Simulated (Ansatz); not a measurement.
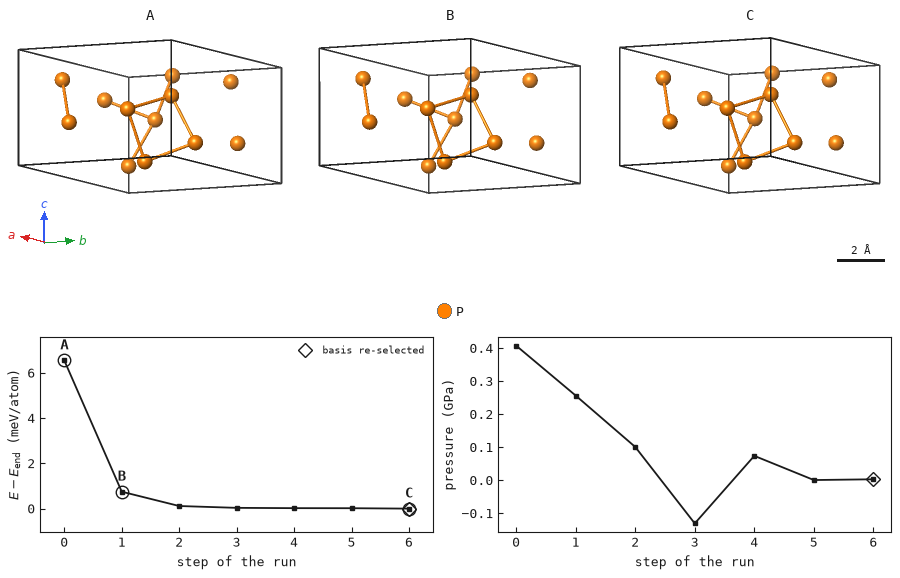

Frames of a relaxation of crystalline P (a generated structure, set up in P6_522), marked on the history of the run. Style: ball-and-stick. Shown: the cell of the calculation, from a free direction.

Computed with DFT PBE, scalar-relativistic, plane waves, PAW in Ansatz. Settings: plane-wave cutoff 420 eV; k-point mesh 6 × 6 × 8; occupations gaussian; smearing width 0.1 eV; no spin polarisation; cell and atoms relaxed; force threshold 0.01 eV/Å; at most 80 steps.

**What happens along the run?**

The energy falls by 6.5 meV per atom in 5 accepted moves (6 points after the start). The largest force component goes from 0.058 to 0.00057 eV/Å. The pressure goes from 0.41 to 0.00 GPa. The SCF was repeated once at an unchanged geometry on a basis and grid sized afresh for the cell, which shifted the energy by less than 0.05 meV per atom at most. The largest moves relative to the cell, 0.010 Å, are those of P atoms. Cell: a = b 6.737 → 6.654 Å (−1.2 %), c 5.107 → 5.219 Å (+2.2 %). Volume −0.3 %. Near-neighbour distances that change, for instance: P–P 2.380 → 2.424 Å, P–P 2.429 → 2.460 Å, P–P 2.322 → 2.313 Å. The space group stays P6_522 (No. 179). From step 0 to 1: volume −0.2 %, energy −5.8 meV per atom. From step 1 to 6: energy −0.7 meV per atom.

```
step  E − E(0), meV/atom  largest force component, eV/Å  pressure, GPa  volume, Å³/atom                      note
   0                0.00                         0.0581           0.41           16.729                          
   1               -5.80                         0.0285           0.26           16.694                          
   2               -6.43                         0.0223           0.10           16.700                          
   3               -6.51                         0.0093          -0.13           16.701                          
   4               -6.53                         0.0022           0.07           16.658                          
   5               -6.53                         0.0006           0.00           16.679                          
   6               -6.55                         0.0006           0.00           16.679  same geometry, new basis
```
